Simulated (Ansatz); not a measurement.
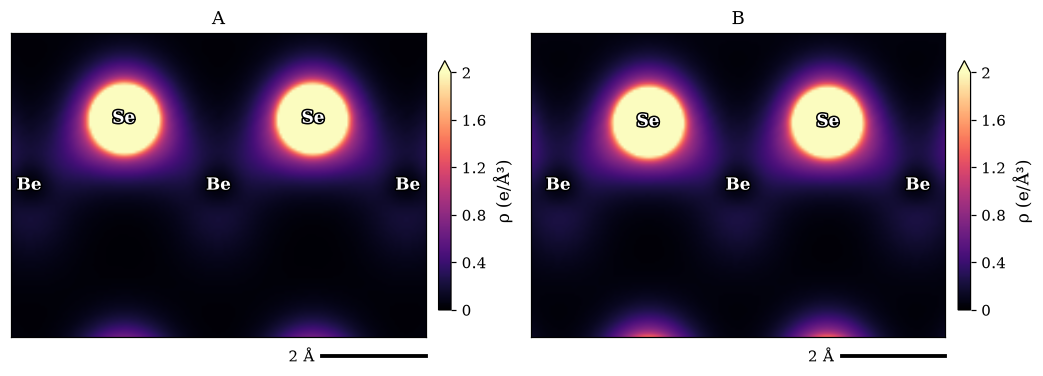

BeSe. The valence electron density of two cells that differ in size, on the (11̄0) plane of each (indices in the axes of the calculation cell), at one length scale and on one colour scale; one has 14.7 and the other 17.2 Å³ an atom.

Level of theory: DFT, PBE, plane waves, PAW in Ansatz 0.2.0.

The density is the valence pseudo-density of a PAW calculation; it isn't the true density close to the nuclei.

The larger cell:

```yaml
crystal:
  lattice:
    - [0.00000, 2.58104, 2.58104]
    - [2.58104, 0.00000, 2.58104]
    - [2.58104, 2.58104, 0.00000]
  atoms:
    - { symbol: Be, position: [0.00000, 0.00000, 0.00000] }
    - { symbol: Se, position: [0.25000, 0.25000, 0.25000] }
```

The smaller cell: a = 3.468 Å, b = 3.468 Å, c = 3.468 Å, α = 60.00°, β = 60.00°, γ = 60.00°.

Which panel shows the smaller cell, and what does the compression change?

Panel B is the smaller cell, by 14 % in volume. From the larger cell to the smaller, Be–Se goes from 2.24 to 2.12 Å, and the density at its midpoint from 0.59 to 0.7 e/Å³; the pressure goes from 0.7 to 17 GPa; the Kohn–Sham gap goes from 2.7 eV to 2.3 eV.
